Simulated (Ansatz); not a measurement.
# TiO2: what the fields show

The calculation's input:

```
crystal:
  lattice:
    - [2.8711976731, 0.0, 0.0]
    - [-1.4355988365, 2.4865301242, 0.0]
    - [0.0, 0.0, 9.4779747849]
  atoms:
    - { symbol: Ti, position: [0.6666666667, 0.3333333333, 0.75] }
    - { symbol: Ti, position: [0.3333333333, 0.6666666667, 0.25] }
    - { symbol: O, position: [0.3333333333, 0.6666666667, 0.8684434973] }
    - { symbol: O, position: [0.3333333333, 0.6666666667, 0.6315565027] }
    - { symbol: O, position: [0.6666666667, 0.3333333333, 0.1315565027] }
    - { symbol: O, position: [0.6666666667, 0.3333333333, 0.3684434973] }
basis:
  ecutwfc: 420
kpoints:
  mp_grid: { grid: [12, 12, 4] }
hamiltonian:
  xc: pbe
  dispersion: d3bj
scf:
  occupations: { method: gaussian, width: 0.02 }
output:
  forces: true
  stress: true
  eigenvalues: true
  write_density: true
  write_potential: true
  elf: true
  volumetric_format: npy
relax:
  adjacent_minimum: "off"
  f_tol: 0.01
  max_steps: 80
  cell: { stress_tol: 0.05 }
```

Launched as:

```sh
ansatz run input.yaml --threads 1 --pin off --max-ram 2560MiB --backend cpu --events-out ev --progress --plain --runs-dir out
```

Below, planes, directions and counts refer to the conventional cell (a = 2.87 Å, b = 2.87 Å, c = 9.48 Å, α = 90.00°, β = 90.00°, γ = 120.00°).

Space group P6₃/mmc; a structure generated by program, which may or may not match a known phase; computed without spin polarisation.

Theory: DFT PBE+D3(BJ), scalar-relativistic, plane waves, PAW (Ansatz).

Core electrons are frozen (PAW), and the valence fields are smoothed inside the atomic spheres.

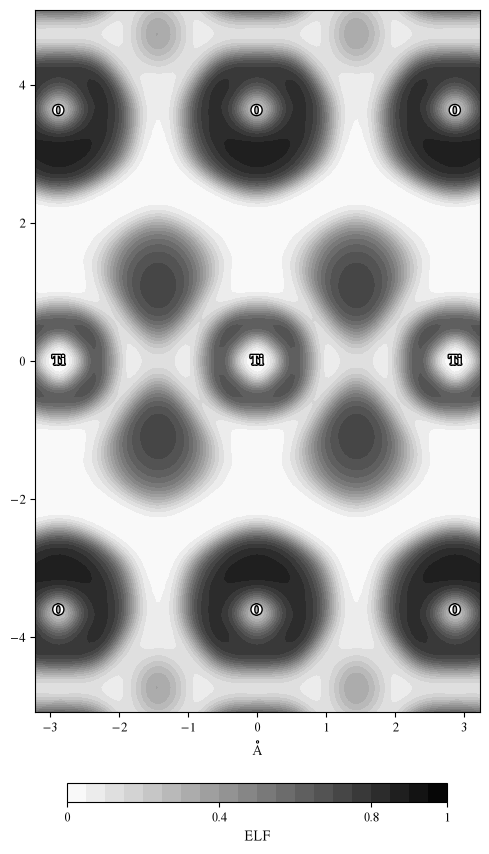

Figure 1. ELF on the (100) plane of the conventional cell.

> What does the map show?

Atoms in the plane: Ti and O.
Atoms just off the plane (Ti, 0.8 Å away and O, 0.8 Å away) can leave unmarked features too.
Ti–Ti (2.87 Å): the ELF is about 0.15 at the midpoint; no shared electron pair shows on this line.
The features right at Ti lie inside the PAW spheres, where the map follows smoothed inner orbitals and isn't to be read closely.

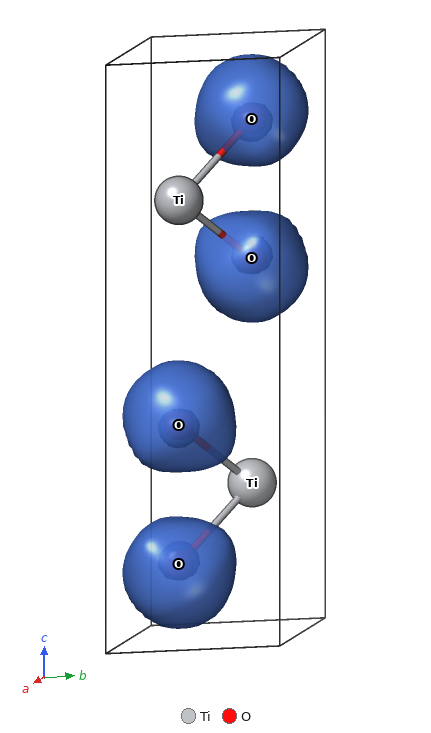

Figure 2. Isosurface of the electron localisation function at 0.65 (blue), seen slightly off an axis. Core shells and regions of very low density are left out. Sticks mark near contacts.

> What do the ELF domains correspond to?

At this value the surface marks out four regions wrapped around O (the valence shell of each), counted in one cell of 6 atoms. Regions shared between cells count once.


Ti–O (2.00 Å): the ELF peaks at about 0.80 in the valence shell of O, 0.6 Å from its nucleus, and is about 0.25 at the midpoint: no shared electron pair shows on this line.

> Metal or insulator at this level of theory?

It is gapped, with a Kohn–Sham gap of 0.55 eV on the k-point mesh, an upper bound to the gap of this method.
